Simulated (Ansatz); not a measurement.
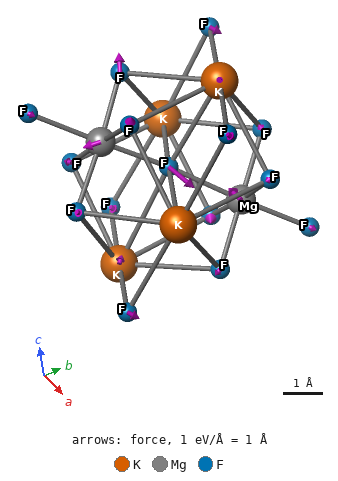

Starting geometry of a crystal of KMgF$_{3}$ (set up in P1) with the computed forces as purple arrows. Style: ball-and-stick. Shown: the atoms within 4.2 Å of the atom that moves most (axes of the cell of the calculation), slightly off an axis.

Computed with Ansatz, DFT PBE, scalar-relativistic, plane waves, PAW. (plane-wave cutoff 420 eV; k-point mesh 2 × 2 × 2; occupations gaussian; smearing width 0.02 eV; mesh shifted by (0.5, 0.5, 0.5); no spin polarisation; atoms relaxed in a fixed cell; force threshold 0.03 eV/Å; at most 25 steps)

**Is this structure relaxed? If not, where do the atoms go?**

It isn't relaxed: the largest force vector, on an F atom, is 0.86 eV/Å. The final displacements follow the starting forces only in part (cosine between the two patterns 0.73). An F atom moves most: 0.11 Å along [2 −1 −2]. By element the largest moves are F 0.11 Å, K 0.11 Å, Mg 0.04 Å. The lattice vectors keep their values. Some distances before and after: F–K 2.993 → 2.866 Å, F–K 2.750 → 2.866 Å, F–K 2.974 → 2.868 Å, F–K 2.772 → 2.867 Å. Bond angles that change, for instance: Mg–F–Mg 174.4° → 180.0°, K–F–K 174.5° → 179.9°, F–Mg–F 95.3° → 90.1°. The space group (tolerance 0.01 Å) goes from P1 (No. 1) to P4/mbm (No. 127). After 2 accepted moves (3 points after the start) the energy has fallen by 0.158 eV per cell of the calculation. Largest force component: 0.8 eV/Å at the start, 0.0071 eV/Å at the end. 1 step only repeated the SCF at the same geometry. Cost: 6 s on 8 threads of Arm Neoverse V2, on a shared host, peak memory 0.81 GiB.
